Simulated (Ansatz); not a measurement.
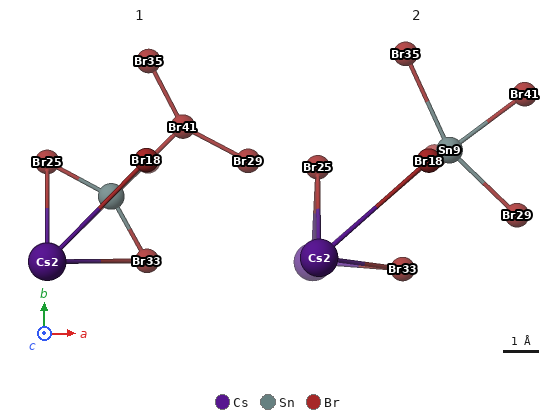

Two geometries of a defect cell of composition Cs8Sn8Br25 (cell charge +1), drawn at one scale. One is the start of a relaxation, the other its converged end. A ball-and-stick model of the atoms within 4.2 Å of the atom that moves most (axes of the cell of the calculation (origin shifted)), seen along the c axis.

Theory: DFT, PBEsol, PAW, plane waves (Ansatz). Set-up: plane-wave cutoff 420 eV; k-point mesh 1 × 1 × 1; mesh shifted by (0.25, 0.25, 0.25); no spin polarisation; atoms relaxed in a fixed cell; force threshold 0.03 eV/Å; at most 80 steps.

Q: Which of the two is the end point?

A: Structure 2 is the relaxed one. A Sn atom moves most: 2.20 Å along [3 2 0]. Largest moves by element: Sn 2.20 Å, Br 2.08 Å, Cs 0.50 Å. The cell stays as it was. Near-neighbour distances that change, for instance: Br–Sn 2.086 → 3.808 Å, Br–Sn 2.113 → 3.662 Å, Br–Br 2.119 → 3.604 Å, Br–Br 2.110 → 3.475 Å. New bonds form: Br–Sn (4.02 → 3.03 Å), Br–Sn (4.05 → 2.69 Å). Bonds break: Br–Br (2.11 → 3.48 Å), Br–Br (2.12 → 3.60 Å), Br–Sn (2.09 → 3.81 Å), Br–Sn (2.11 → 3.66 Å). Among the angles between lasting bonds that change: Br–Sn–Br 64.3° → 101.7°. After 24 geometry steps the energy has fallen by 11.554 eV per cell of the calculation. Largest force component: 11 eV/Å at the start, 0.016 eV/Å at the end.

Limits of the set-up: the cell is charged, on a uniform background, and energies carry no finite-size correction.
